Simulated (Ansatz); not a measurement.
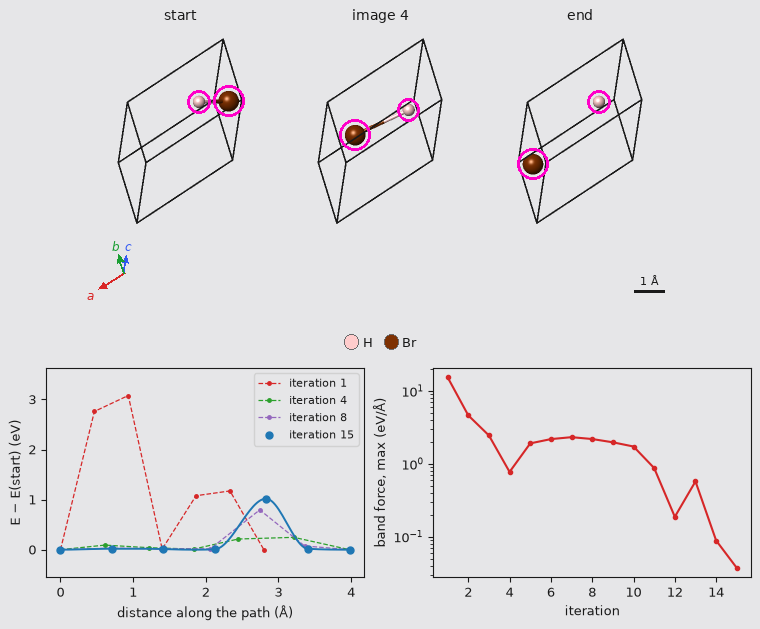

A search for the minimum-energy path of a 2-atom cell of HBr (set up in Fmmm) by the nudged elastic band. Images are numbered from 0 (start) to 6 (end). The plot follows the band through its iterations. Style: ball-and-stick. Shown: the reduced simulation cell (origin moved), from a free direction. The atoms that move most are ringed. Lengths and directions refer to the drawn axes. Bonds to atoms that aren't drawn are left out.

Level of theory: Ansatz 0.2.0, DFT, LDA, PAW with Ansatz's default frozen-core files, scalar-relativistic.

The input:
```yaml
crystal:
  lattice:
    - [0.0, 2.82, 3.0315]
    - [2.7775, 0.0, 3.0315]
    - [2.7775, 2.82, 0.0]
  atoms:
    - { symbol: H, position: [0.0, 0.0, 0.0] }
    - { symbol: Br, position: [0.5, 0.5, 0.5] }
kpoints:
  mp_grid: { grid: [7, 7, 7] }
scf:
  occupations: { method: fermi_dirac, width: 0.02 }
hamiltonian:
  xc: lda
  pseudopotentials: { kind: paw }
output:
  forces: true
neb:
  images: 5
  f_tol: 0.05
  max_iterations: 40
  relax_end_points: true
  final_atoms:
    - { symbol: H, position: [0.0, 0.0, 0.0] }
    - { symbol: Br, position: [0.5, 0.5, 1.5] }
```

Run as
```bash
ansatz run input.yaml --threads 4 --pin off --max-ram 4096MiB --backend cpu --events-out ev --progress --plain --runs-dir out
```

Q: Judge this run.

A: The run is converged, with reservations. The band converged in 15 iterations. The largest component of the band force went from 15 to 0.037 eV/Å. The climbing image converged on the top of the path. Its curvatures weren't checked. The first iteration put the highest image at 3.08 eV. The barrier is about 1.02 eV in both directions, with image 4 at the top; the ends have the same energy.

The run took 2.1 min on 4 threads of Intel(R) Xeon(R) 6975P-C (Granite Rapids), on a shared host, peak memory 1 GiB.
